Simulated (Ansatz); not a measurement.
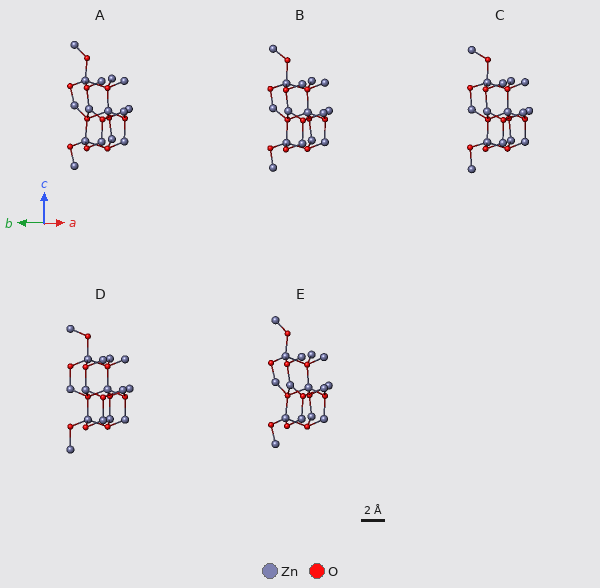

5 geometries from one relaxation of a wire of composition ZnO, in shuffled order. A ball-and-stick model of the atoms within 5.8 Å of the atom that moves most (axes of the 2 repeat of the cell, with the vacuum cut short (origin shifted)), seen from a free direction.

Case: wire along [0 0 1], 30 atoms a period.

Method: DFT PBE, scalar-relativistic, plane waves, PAW (Ansatz). Settings: plane-wave cutoff 420 eV; k-point mesh 1 × 1 × 6; occupations gaussian; smearing width 0.05 eV; collinear spin; cell relaxed at fixed a, b, alpha, beta, gamma; force threshold 0.02 eV/Å; at most 45 steps.

**Order the frames from highest to lowest energy.**

D, C, B, A, E. They are steps 0, 1, 2, 3, 9, at +3.734 eV per cell of the calculation, +1.439 eV per cell of the calculation, +0.397 eV per cell of the calculation, +0.147 eV per cell of the calculation relative to the last. The largest moves relative to the centre of the atoms, 0.62 Å, are those of Zn atoms. Largest moves by element: Zn 0.62 Å, O 0.23 Å. Along the periodic axis the drawn cell goes c 10.587 → 10.862 Å (+2.6 %). Some distances before and after: O–Zn 2.007 → 1.760 Å, O–Zn 1.999 → 2.174 Å, O–Zn 2.007 → 1.862 Å, O–Zn 1.999 → 2.126 Å. Among the angles between lasting bonds that change: O–Zn–O 108.7° → 145.1°, Zn–O–Zn 108.7° → 91.6°, Zn–O–Zn 108.7° → 123.8°. After 7 accepted moves (9 points after the start) the energy has fallen by 3.734 eV per cell of the calculation. Largest force component: 2.3 eV/Å at the start, 0.0043 eV/Å at the end. The SCF was repeated twice at an unchanged geometry on a basis and grid sized afresh for the cell, which shifted the energy by 42.7 meV per cell of the calculation at most. The program noted that the starting moments weren't kept. Cost: 8.9 min on 4 threads of Intel(R) Xeon(R) 6975P-C (Granite Rapids), with other jobs on the host, peak memory 5.7 GiB.
